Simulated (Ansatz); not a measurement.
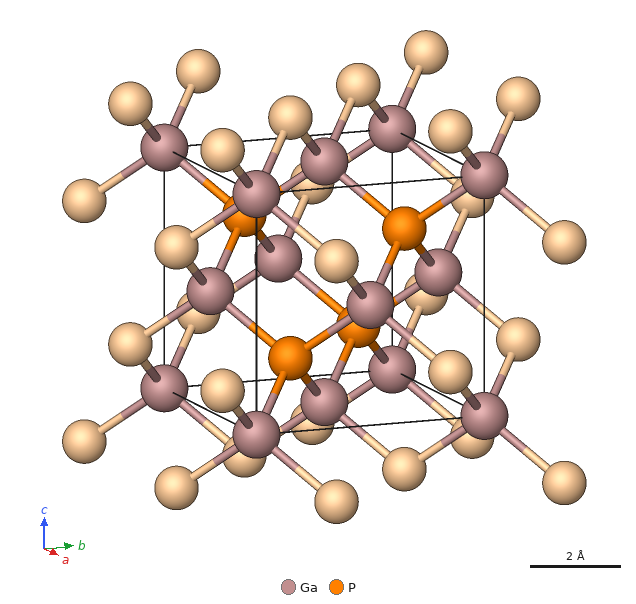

The crystal in a ball-and-stick representation, seen slightly off an axis. The parallelepiped is the conventional unit cell. Periodic images bonded to atoms of the box are shown as well, in fainter colours.

Describe the crystal.

The material is GaP. The lattice is face-centred cubic and the space group F-43m (No. 216). The prototype is zinc blende (sphalerite type). The cell has 8 atoms, namely 4 Ga, 4 P. Each Ga has four P in a tetrahedral arrangement at about 2.4 Å. P is coordinated by four Ga in a tetrahedral arrangement at about 2.4 Å. The bonds build a three-dimensional framework.

Its origin is a structure listed in the Materials Project. Relaxation method: Ansatz, DFT PBE, scalar-relativistic, plane waves, PAW.
